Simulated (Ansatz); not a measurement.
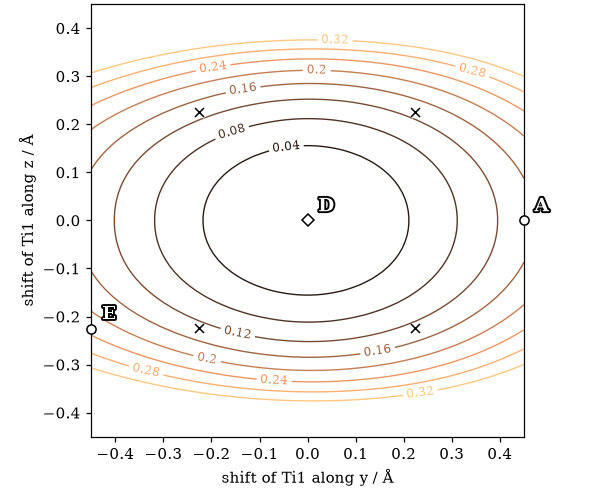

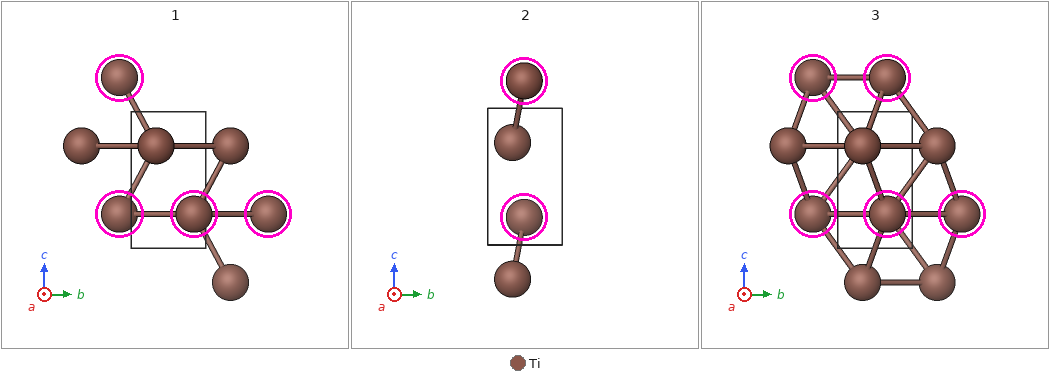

Ti (P6_3/mmc, No. 194; 2 atoms in the cell). Atom Ti1 is moved over a plane while all other atoms and the cell stay fixed (its periodic images move with it) (x along [1 0 0], y along [1 2 0], z along [0 0 1] of the conventional cell). Coordinates scanned: (1) shift of Ti1 along y; (2) shift of Ti1 along z. The grid has 5 × 5 points; 13 points were computed and 8 follow by symmetry. At 4 points there is no value. Points are written as (first, second). All energies are given in eV per cell relative to the lowest grid point. The reference cell is the one listed in the database, not relaxed at this level. Computed with DFT r2SCAN, scalar-relativistic, plane waves, PAW in Ansatz 0.2.0. Settings: cutoff 500 eV, k-mesh 18×18×10 in the order of the run's cell vectors, gaussian smearing 0.15 eV, no spin polarisation.

The picture shows contour lines labelled in eV (none above 0.32), crosses at grid points without a value, lettered points. Between grid points the surface is interpolated. The numbered pictures are the structures at these points, in random order. Rings mark the moved atoms.

Which structure belongs to which point?

A is structure 1: (0.450 Å, 0.000 Å), 0.15 eV; D is structure 3: (0.000 Å, 0.000 Å), 0.00 eV; E is structure 2: (−0.450 Å, −0.225 Å), 0.23 eV.
